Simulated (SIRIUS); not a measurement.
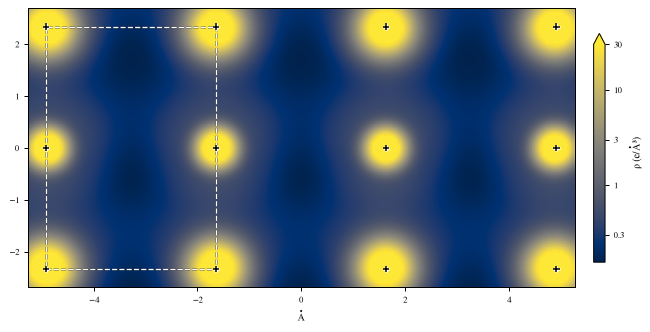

The total electron density on a plane through atoms (crosses mark nuclei in the plane).

The calculation used Kohn-Sham DFT of a periodic cell, PBEsol, all-electron FP-LAPW (SIRIUS).

Candidates:
A. GaN, a = 4.51 Å, b = 4.51 Å, c = 4.51 Å, α = 90.00°, β = 90.00°, γ = 90.00°. Space group F-43m; a structure from a database of computed crystals, not necessarily the ambient phase.
B. SiNi, a = 2.94 Å, b = 3.28 Å, c = 4.68 Å, α = 90.00°, β = 90.00°, γ = 90.00°. Space group Pmmn; a structure from a database of computed crystals, not necessarily the ambient phase; spin-polarised.
C. KBr, a = 6.60 Å, b = 6.60 Å, c = 6.60 Å, α = 90.00°, β = 90.00°, γ = 90.00°. Space group Fm-3m.

Which system is this?

Candidate B: SiNi on the (100) plane of the conventional cell, which holds Ni and Si. Si–Ni (2.34 Å): ρ at the midpoint is about 0.44 e/Å³.
